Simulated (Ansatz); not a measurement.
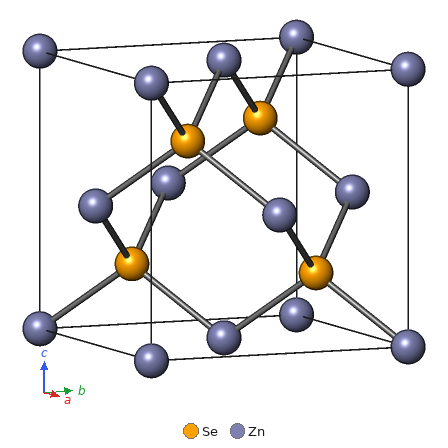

System: ZnSe, space group F-43m (No. 216). The picture shows the conventional cell.

The given structure:
```xyz
2
Lattice="0.0000 2.8338 2.8338 2.8338 0.0000 2.8338 2.8338 2.8338 0.0000" Properties=species:S:1:pos:R:3 pbc="T T T"
Se    4.2507    4.2507    4.2507
Zn    0.0000    0.0000    0.0000
```

How it was computed, with Ansatz 0.2.0: plane-wave DFT, no spin polarisation; energies at scaled volumes of the given cell, shape and fractions fixed, counted from the fit's minimum, third-order Birch-Murnaghan fit. Level: BLYP with D3(BJ).

```
       setting        value
        k mesh        8×8×8
   occupations  Fermi–Dirac
smearing width      0.05 eV
    potentials   Ansatz PAW
   wave cutoff       420 eV
density cutoff      1680 eV
```

Predict the energy against volume. The volume takes the values 21.39, 21.85, 22.30, 22.76, 23.21, 23.67, 24.12 Å³/atom.

A third-order Birch–Murnaghan fit gives V0 = 22.62 Å³/atom, B0 = 63.3 GPa and B′ = 4.6. The energy is 14.68 meV/atom at volume 21.39 Å³/atom and 17.40 meV/atom at 24.12 Å³/atom; the lowest computed point is at volume 22.76 Å³/atom (0.15 meV/atom), in a single well.

```
volume (Å³/atom)  energy (meV/atom)
           21.39              14.68
           21.85               5.61
           22.30               0.93
           22.76               0.15
           23.21               2.89
           23.67               8.75
           24.12              17.40
```

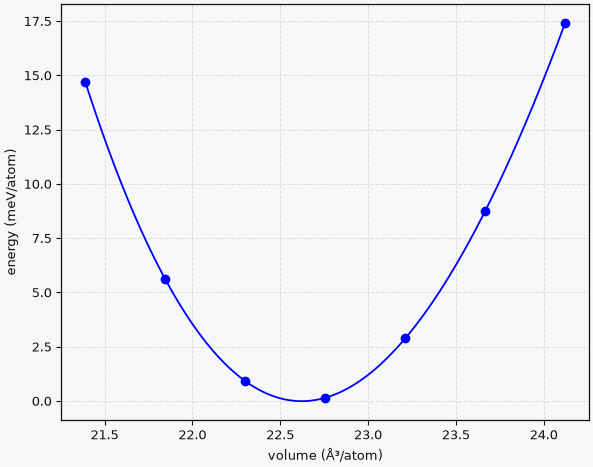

Caveats: the functional was run on potentials made for another functional.
